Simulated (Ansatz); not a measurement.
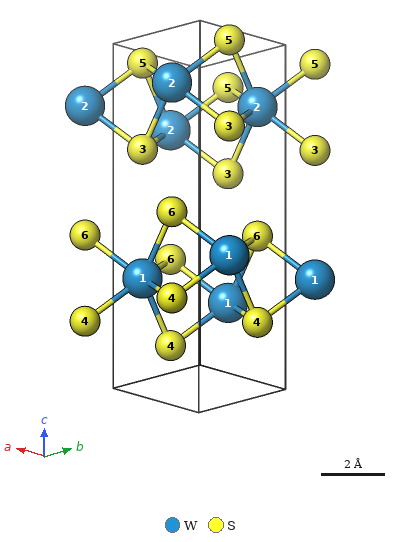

The input geometry (ball-and-stick view of the cell of the calculation, repeated 2 × 2 × 1, seen at an oblique angle; atoms are numbered from 1 in the order of the input). An atom can appear more than once, as a periodic image.

## Single-point calculation of WS₂

WS₂ (P6₃/mmc, 6 atoms in the cell), computed with DFT, r2SCAN, plane waves, PAW, no spin polarisation (Ansatz 0.2.0).

The structure derives from an entry of the Crystallography Open Database. The geometry comes from this level: r2scan-rvv10. Figures and captions count atoms from 1; the log counts them from 0 in places.

What the program printed
```
scf.n_extra_bands = 5 over 26 filled bands (N_el = 52.0): the run solves 31 bands
Engine: ansatz 0.2.0, aarch64-unknown-linux-gnu
Pseudopotentials: kind: paw
Pseudopotential: W, paw, valence charge 14, recommended cutoff 500 eV (meta_gga), W.paw.azcp
Pseudopotential: S, paw, valence charge 6, recommended cutoff 500 eV (meta_gga), S.paw.azcp
Functional definition: r2SCAN
  parameter k0 = 0.174
  parameter k1 = 0.065
  parameter a1 = 4.9479
  exchange = r2scan_x(k0 = k0, k1 = k1, a1 = a1)
  correlation = r2scan_c
Crystal: 6 atoms, lattice volume = 108.701 Å³
Basis set: ecut = 500 eV, 2763 PW (Γ), exchange–correlation on 96×96×384 points (64 copies of the dense FFT grid, shifted against one another)
Bands: 31, of which v1, the nominal top of the filled ones, is band 26 counted from 1 (25 counted from 0)
Symmetry: 24 space group operations
Space group: P63/mmc (ITA 194), of the structure as read, at distance tolerance 4.8e-5 Å
k-points: 38 of 288
Non-local potential: W, projectors of the file, l = 0: 3, l = 1: 2, l = 2: 2, l = 3: 1
Non-local potential: S, projectors of the file, l = 0: 2, l = 1: 2, l = 2: 2
PAW form: soft (Blöchl's): semilocal exchange-correlation on the pseudo side does not see the compensation charge
PAW frozen core: W, regenerated for the run's functional (the file was generated under x = pbe(κ = 0.804, μ = 0.2195149727645171), c = pbe(β = 0.06672455060314922))
PAW frozen core: S, regenerated for the run's functional (the file was generated under x = pbe(κ = 0.804, μ = 0.2195149727645171), c = pbe(β = 0.06672455060314922))
PAW one-centre angular grid: W, 590 points (default); XC on 160 Gauss nodes
PAW one-centre angular grid: S, 302 points (default); XC on 160 Gauss nodes
Initial density: superposition of atomic densities (neutral atoms: chi_scale 0, normalization atom), corrected by the library's trained network
Initial wavefunctions: pseudopotential atomic-orbital guess
Functional: x = r2scan, c = r2scan; τ floored in thin density (d = 2e-4 eV/Å³)
SCF iter   1: F=—  HF=-24423.134684 eV  |F-HF|=—  |Δ(HF+E_count)|=         —  Δρ=7.90e-3  dr2=4.42e-2  dr2_τ=1.67e-1  ethr=1.77e-3  ⟨swp⟩=5.0  Hψ=4797  notcnv=0  defer=82
preconditioner: auto → Resta (q_TF=auto, 2.413 Å⁻¹)  ε∞=7.0  [insulator: Δε(μ)=1.147 eV  Ē_g=8.712 eV  n_scr=26 (ndim 8)  ℏωp=21.4 eV  f_vac=0.024  ε∞_Penn≈7.0]
SCF iter   2: F=—  HF=-24423.274098 eV  |F-HF|=—  |Δ(HF+E_count)|=   1.39e-1  Δρ=4.65e-3  dr2=1.52e-2  dr2_τ=2.05e-3  ethr=8.51e-5  ⟨swp⟩=2.4  Hψ=2272  notcnv=0  defer=110
SCF iter   3: F=—  HF=-24423.278338 eV  |F-HF|=—  |Δ(HF+E_count)|=   4.24e-3  Δρ=2.70e-3  dr2=3.78e-3  dr2_τ=3.44e-4  ethr=2.92e-5  ⟨swp⟩=2.5  Hψ=1648  notcnv=0  defer=112
SCF iter   4: F=—  HF=-24423.281732 eV  |F-HF|=—  |Δ(HF+E_count)|=   3.39e-3  Δρ=2.27e-4  dr2=5.17e-5  dr2_τ=6.26e-6  ethr=7.27e-6  ⟨swp⟩=2.5  Hψ=1945  notcnv=0  defer=112
SCF iter   5: F=—  HF=-24423.281761 eV  |F-HF|=—  |Δ(HF+E_count)|=   2.88e-5  Δρ=7.02e-5  dr2=9.90e-6  dr2_τ=4.35e-7  ethr=9.95e-8  ⟨swp⟩=2.1  Hψ=1930  notcnv=0  defer=97
SCF iter   6: F=—  HF=-24423.281765 eV  |F-HF|=—  |Δ(HF+E_count)|=   3.51e-6  Δρ=1.31e-5  dr2=3.27e-7  dr2_τ=3.89e-8  ethr=1.90e-8  ⟨swp⟩=2.0  Hψ=1745  notcnv=0  defer=98
SCF iter   7: F=-24423.281765 eV  HF=-24423.281765 eV  |F-HF|=8.27e-9  |Δ(HF+E_count)|=   1.58e-7  Δρ=2.75e-6  dr2=5.91e-9  dr2_τ=6.21e-10  ethr=1.92e-10  ⟨swp⟩=11.1  Hψ=6255  notcnv=0
SCF 1 converged in 7 iterations: F = -24423.281765 eV  dr2 = 5.91e-9
  greatest PAW one-centre occupation: 0.999 electrons in one spin orbital (limit 2), on the W atom at site 1 (counted from 0), in its partial waves of l = 0
NSCF: frozen V_eff on 7 k-points
SCF converged after 7 iterations
Free energy (F): -24423.281765 eV
Harris-Foulkes:  -24423.281765 eV  (|F-HF|=8.27e-9)
Internal energy: -24423.281765 eV  (E = F + TS)
E sigma→0 (E₀):  -24423.281765 eV
Fermi energy:    11.240487 eV
--- Per-component energies (eV) ---
  E_band       = -431.742476
  E_kinetic    = 1334.060293
  E_local      = -3633.728936  (includes V_loc(G=0)·N_el)
  E_nonlocal   = 115.574971
  E_hartree    = 1447.746367
  E_xc         = -867.034757
  E_vxc        = -900.432169  (∫ρ·V_xc dr)
  E_paw        = -19624.427472  (= ΣΔE_a)
  E_vpaw       = -287.211162  (= ΣTr[D̂ρ^β])
  E_aug_tail   = -0.000096  (compensation charges beyond the density's cutoff)
  E_vtau       = 44.502503  (kinetic-family band-sum trace: ∫τ·v_τ [+ j·A + Jᵃ·Aᵃ] dr)
  E_ewald      = -3193.857170
  E_core_change = -1.614965  (= ΣΔE_core)
  E_smearing   = -0.000000  (= −TS)
  E_closure    = 0.000000  (closes the sum)
  Σ components = -24423.281765   (vs F -24423.281765, Δ=0.00e0)
--- Forces (eV/Å), atoms counted from 1 ---
  atom   1  W     -0.00000000    -0.00000000     0.00000000
  atom   2  W     -0.00000000     0.00000000     0.00000000
  atom   3  S      0.00000000     0.00000000     0.05210118
  atom   4  S      0.00000000    -0.00000000     0.05210118
  atom   5  S     -0.00000000     0.00000000    -0.05210118
  atom   6  S      0.00000000    -0.00000000    -0.05210118
  max |Σ_I F_I| component: 1.39e-17 eV/Å
--- Stress (GPa, compression-positive) ---
        1.312701      -0.000000       0.000000
        0.000000       1.312701      -0.000000
        0.000000      -0.000000       1.123867
  P = ⅓ Tr σ = 1.2498 GPa (12.498 kbar)
--- Band table (eV; the first three rows and the last of 38) ---
  k-point 0: bands = ["-65.2885", "-65.2885", "-28.9329", "-28.9328", "-28.7641", "-28.7641", "-28.7641", "-28.7641", "-5.0656", "-4.8743", "-3.4142", "-3.0460", "3.4195", "4.3765", "7.3704", "7.5269", "7.5269", "7.5394", "7.5394", "8.8038", "8.8038", "8.8484", "8.8484", "9.5275", "10.0884", "11.2405", "13.6741", "13.6741", "13.6829", "13.6829", "13.7419"]
  k-point 1: bands = ["-65.2885", "-65.2885", "-28.9328", "-28.9328", "-28.7641", "-28.7641", "-28.7641", "-28.7641", "-4.9784", "-4.9784", "-3.2244", "-3.2244", "3.8387", "3.8387", "7.5330", "7.5330", "7.5330", "7.5330", "8.2689", "8.2689", "8.8261", "8.8261", "8.8261", "8.8261", "10.9080", "10.9080", "13.6695", "13.6695", "13.6695", "13.6695", "13.8296"]
  k-point 2: bands = ["-65.2872", "-65.2872", "-28.9282", "-28.9281", "-28.7897", "-28.7897", "-28.7700", "-28.7700", "-4.9446", "-4.7534", "-3.3652", "-3.0081", "3.5633", "4.5194", "7.1654", "7.2184", "7.2389", "7.6410", "7.6587", "8.3316", "8.6142", "8.6631", "8.8767", "9.7174", "10.0905", "11.0184", "13.5499", "13.5889", "13.6236", "13.6453", "13.6774"]
  k-point 37: bands = ["-65.2662", "-65.2662", "-29.0411", "-29.0411", "-29.0044", "-29.0044", "-28.8531", "-28.8531", "-2.3998", "-2.3998", "-2.2914", "-2.2914", "4.5104", "4.5104", "4.9220", "4.9220", "5.8570", "5.8570", "6.3223", "6.3223", "7.2596", "7.2596", "8.0147", "8.0147", "10.5455", "10.5455", "12.5367", "12.5367", "14.0522", "14.0522", "14.8645"]
```

File bands.tsv
```
# k_distance	band_0	band_1	band_2	band_3	band_4	band_5	band_6	band_7	band_8	band_9	band_10	band_11	band_12	band_13	band_14	band_15	band_16	band_17	band_18	band_19	band_20	band_21	band_22	band_23	band_24	band_25	band_26	band_27	band_28	band_29	band_30
# fermi_ev = 11.240487
# lock_threshold_ev = 1e-6
# [0, 0, 0] at k_distance = 0.000000
# [0.5, 0, 0] at k_distance = 1.144373
# [0.3333333333, 0.3333333333, 0] at k_distance = 1.805077
# [0, 0, 0.5] at k_distance = 3.150207
# [0.5, 0, 0.5] at k_distance = 4.294580
# [0.3333333333, 0.3333333333, 0.5] at k_distance = 4.955284
# [0.171875, 0.174479, 0] at k_distance = 5.638187
# levels_relative_to = fermi_ev
# free_energy_ev = -24423.281765
# largest_residual_norms_ev = 8.175e-4 1.039e-3 2.418e-4 2.589e-4 2.278e-4 2.839e-4 2.555e-4 2.966e-4 9.595e-4 9.870e-4 1.072e-3 1.253e-3 7.891e-4 8.582e-4 1.711e-3 1.347e-3 1.577e-3 1.572e-3 1.121e-3 1.172e-3 9.784e-4 1.220e-3 8.568e-4 8.833e-4 1.239e-3 2.119e-3 1.150e-3 1.573e-3 8.729e-4 1.655e-3 1.024e-3
0.000000	-76.529019	-76.529017	-40.173365	-40.173334	-40.004625	-40.004625	-40.004617	-40.004617	-16.306117	-16.114812	-14.654712	-14.286442	-7.820937	-6.863982	-3.870097	-3.713606	-3.713606	-3.701113	-3.701113	-2.436669	-2.436669	-2.392044	-2.392044	-1.712981	-1.152087	0.000000	2.433613	2.433613	2.442374	2.442374	2.501370
1.144373	-76.509136	-76.509133	-40.375030	-40.375021	-40.102441	-40.102439	-40.091824	-40.091810	-14.017448	-13.930247	-13.742791	-13.663153	-7.597398	-7.354779	-6.200738	-6.000421	-5.637815	-5.026590	-4.329086	-4.257983	-3.041832	-2.886534	-2.149761	-1.983063	-1.752025	-1.588972	2.371035	2.411349	2.713422	2.946993	3.434683
1.805077	-76.506641	-76.506641	-40.281543	-40.281543	-40.244914	-40.244894	-40.093596	-40.093596	-13.640363	-13.640363	-13.531862	-13.531862	-6.793989	-6.656099	-6.333039	-6.333039	-5.493430	-5.283018	-4.759241	-4.759241	-4.247919	-4.247919	-3.092430	-3.092430	-0.772952	-0.601487	1.296148	1.296148	2.326994	3.448707	3.555652
3.150207	-76.529014	-76.529014	-40.173325	-40.173325	-40.004605	-40.004605	-40.004605	-40.004605	-16.218873	-16.218873	-14.464893	-14.464893	-7.401770	-7.401770	-3.707441	-3.707441	-3.707441	-3.707441	-2.971601	-2.971601	-2.414376	-2.414376	-2.414376	-2.414376	-0.332533	-0.332533	2.428981	2.428981	2.428981	2.428981	2.589073
4.294580	-76.509134	-76.509134	-40.375023	-40.375023	-40.102441	-40.102441	-40.091814	-40.091814	-13.980285	-13.980285	-13.696519	-13.696519	-7.482178	-7.482178	-6.154305	-6.154305	-5.268335	-5.268335	-4.294548	-4.294548	-2.981790	-2.981790	-2.066171	-2.066171	-1.659907	-1.659907	2.389257	2.389257	2.847364	2.847364	3.721148
4.955284	-76.506644	-76.506644	-40.281553	-40.281553	-40.244917	-40.244917	-40.093607	-40.093607	-13.640314	-13.640314	-13.531936	-13.531936	-6.730077	-6.730077	-6.318527	-6.318527	-5.383448	-5.383448	-4.918161	-4.918161	-3.980854	-3.980854	-3.225793	-3.225793	-0.694982	-0.694982	1.296262	1.296262	2.811761	2.811761	3.624061
5.638187	-76.515901	-76.515898	-40.231658	-40.231654	-40.126682	-40.126632	-40.082926	-40.082919	-14.962103	-14.791830	-14.109693	-13.876342	-6.587669	-6.121664	-5.585671	-5.276483	-5.163268	-4.886227	-4.626286	-4.081123	-3.158488	-3.132630	-2.256665	-2.013509	-1.609887	-1.575989	1.151008	1.943764	2.234182	2.407639	2.689443
```

This output came from the following input.

Input
```yaml
crystal:
  lattice:
    - [3.1699447461, 0.0, 0.0]
    - [-1.5849723731, 2.7452526787, 0.0]
    - [0.0, 0.0, 12.491115982]
  atoms:
    - { symbol: W, position: [0.3333333333, 0.6666666667, 0.25] }
    - { symbol: W, position: [0.6666666667, 0.3333333333, 0.75] }
    - { symbol: S, position: [0.3333333333, 0.6666666667, 0.6248924639] }
    - { symbol: S, position: [0.6666666667, 0.3333333333, 0.1248924639] }
    - { symbol: S, position: [0.3333333333, 0.6666666667, 0.8751075361] }
    - { symbol: S, position: [0.6666666667, 0.3333333333, 0.3751075361] }
kpoints:
  mp_grid: { grid: [12, 12, 2] }
  band_path:
    path:
      - [0.0, 0.0, 0.0]
      - [0.5, 0.0, 0.0]
      - [0.3333333333, 0.3333333333, 0.0]
      - [0.0, 0.0, 0.5]
      - [0.5, 0.0, 0.5]
      - [0.3333333333, 0.3333333333, 0.5]
      - [0.171875, 0.174479, 0.0]
    npoints: 1
hamiltonian:
  xc: r2scan
scf:
  occupations: { method: fixed }
  n_extra_bands: 5
output:
  forces: true
  stress: true
  eigenvalues: true
```

Run as:
```bash
ansatz run input.yaml --threads 2 --pin off --max-ram 3686MiB --backend cpu --events-out ev --progress --plain --runs-dir out
```

Results in brief

```tsv
quantity	value
outcome	converged
space group (tolerance 0.01 Å)	P6₃/mmc (194)
electrons treated	52
free energy	−24423.2818 eV
Fermi energy	11.240 eV
gap on the k-point mesh	1.16 eV
pressure	1.25 GPa
largest force (length of the vector)	0.052 eV/Å
hardware	2 threads of Arm Neoverse V2, 24 GiB of memory available, shared host
wall time	9.8 s (CPU time 19 s)
peak memory	0.65 GiB
```

Notes

Spin–orbit coupling is left out, which matters for W.
